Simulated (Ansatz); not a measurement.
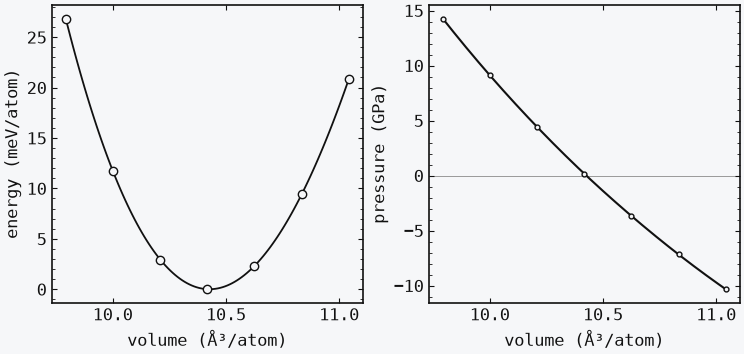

The picture above shows the energy and pressure against volume for AlN, space group F-43m (No. 216).

Cell as given: a = 3.089 Å, b = 3.089 Å, c = 3.089 Å, α = 60.00°, β = 60.00°, γ = 60.00°; 2 atoms.

Method: plane-wave DFT, no spin polarisation; energies at scaled volumes of the given cell, shape and fractions fixed, counted from the fit's minimum, third-order Birch-Murnaghan fit (Ansatz 0.2.0). Level: PBE with D4.

- k mesh: 10×10×10
- occupations: Fermi–Dirac
- smearing width: 0.05 eV
- potentials: Ansatz PAW
- wave cutoff: 420 eV
- density cutoff: 1680 eV

**How stiff is the solid, and where is its volume at rest?**

A third-order Birch–Murnaghan fit gives V0 = 10.43 Å³/atom, B0 = 201 GPa and B′ = 3.8.

**What does the pressure do across the range?**

It falls from 14.27 GPa at volume 9.79 Å³/atom to −10.33 GPa at 11.04 Å³/atom, and changes sign near 10.43 Å³/atom.

The computed values:

```
volume (Å³/atom)  energy (meV/atom)  pressure (GPa)
            9.79              26.81           14.27
           10.00              11.70            9.10
           10.21               2.93            4.42
           10.42               0.02            0.17
           10.63               2.32           -3.67
           10.83               9.40           -7.17
           11.04              20.85          -10.33
```
